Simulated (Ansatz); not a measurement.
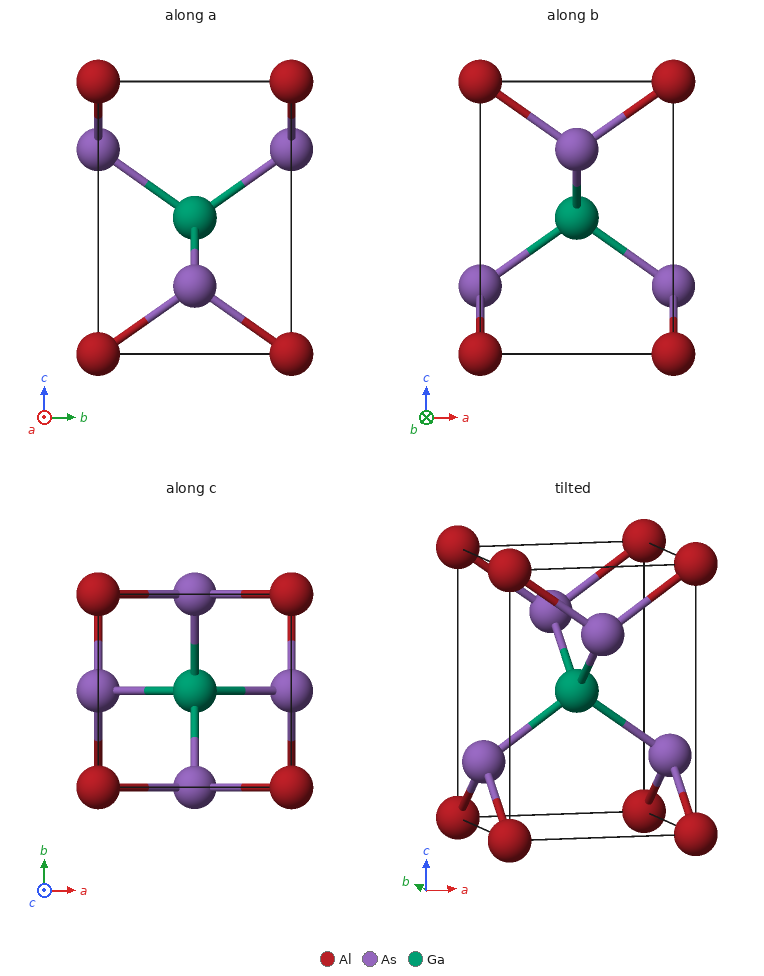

Crystal structure, ball-and-stick style, seen along the a axis, along the b axis, along the c axis and slightly off an axis. Atoms at the boundary of the conventional unit cell (the box) are drawn once for each face, edge or corner they touch.

Lattice parameters: a = 4.016 Å, b = 4.016 Å, c = 5.662 Å, α = 90.00°, β = 90.00°, γ = 90.00°. Put a along x and b in the xy plane.

**Set out the cell and atoms as a POSCAR file.**

```
Al As Ga
1.0
     4.016    0.000    0.000
     0.000    4.016    0.000
     0.000    0.000    5.662
Al As Ga
1 2 1
Direct
  0.0000 0.0000 0.0000
  0.0000 0.5000 0.2493
  0.5000 0.0000 0.7507
  0.5000 0.5000 0.5000
```

Provenance: a structure type filled with these elements by a generator (whether the compound takes this form wasn't checked). Earlier steps of the study may have refined or changed the cell and positions. It was run through Ansatz as a DFT input.
